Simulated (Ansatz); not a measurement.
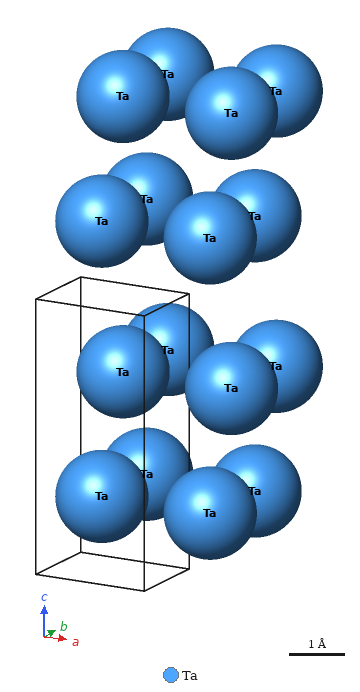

This is a crystal of Ta (a generated structure, set up in P6_3/mmc). The picture is a spheres-only view of the cell of the calculation, repeated 2 × 2 × 2 with one cell outlined, seen slightly off an axis.

Method: Ansatz 0.2.0, DFT, PBE, PAW with Ansatz's default frozen-core files, scalar-relativistic. Settings: plane-wave cutoff 420 eV; k-point mesh 13 × 13 × 7; occupations fermi dirac; smearing width 0.03 eV; no spin polarisation.

Now this is done to it. The cell is strained by −1.0 % along c and +0.5 % across it (volume 0.0 %), the atoms keeping their fractional coordinates. No relaxation follows.

Input
```yaml
crystal:
  lattice:
    - [2.9185534006, 0.0, 0.0]
    - [-1.4592767003, 2.5275413872, 0.0]
    - [0.0, 0.0, 5.0795887253]
  atoms:
    - { symbol: Ta, position: [0.3333333333, 0.6666666667, 0.25] }
    - { symbol: Ta, position: [0.6666666667, 0.3333333333, 0.75] }
kpoints:
  mp_grid: { grid: [13, 13, 7] }
scf:
  occupations: { method: fermi_dirac, width: 0.03 }
hamiltonian:
  xc: pbe
  pseudopotentials: { kind: paw }
output:
  forces: true
  stress: true
  eigenvalues: true
  efg: { contact_densities: true }
```

What does the calculation give for the changed structure?

Answer. The energy rises by 1.5 meV per atom. Pressure: 0.0 GPa before, −0.1 GPa after. The principal stresses (compression positive) are 1.8 GPa along c and −1.0 GPa across it. All forces vanish by symmetry. Among the bonded contacts that change: Ta–Ta 3.065 → 3.048 Å, Ta–Ta 2.904 → 2.919 Å. The space group stays P6_3/mmc (No. 194).
